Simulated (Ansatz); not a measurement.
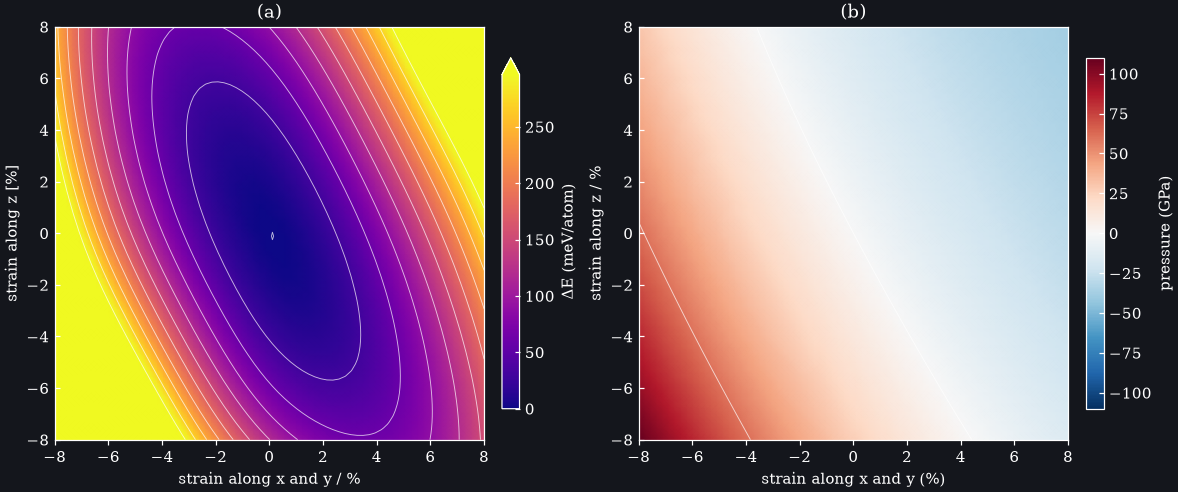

Ta₃N (P-3m1, No. 164; 4 atoms in the cell). 
- The cell is strained homogeneously, by one strain along x and y and another along z, with fractional coordinates fixed (x along [1 0 0], z along [0 0 1] of the conventional cell).
- First axis: strain along x and y. Second axis: strain along z.
- The scan uses a 5 × 5 grid.
- Points are written as (first, second).
- Energies are in meV/atom, from the lowest grid point.
- All numbers below come from Ansatz, DFT PBEsol, scalar-relativistic, plane waves, PAW. Settings: cutoff 420 eV, k-mesh 18×18×8 in the order of the run's cell vectors, gaussian smearing 0.15 eV, no spin polarisation.

Panel (a) is the energy; panel (b) is the computed pressure, in GPa.

Drawn: a smooth colour map with a few white contour lines, one colour for all values above the top of the scale. Between grid points the surface is interpolated.

Question: How does the pressure vary over the map, and what is it at the lowest grid point?

Answer: It runs from −38 GPa at (8 %, 8 %) to 110 GPa at (−8 %, −8 %). At the lowest grid point, (0 %, 0 %), it is 0 GPa.
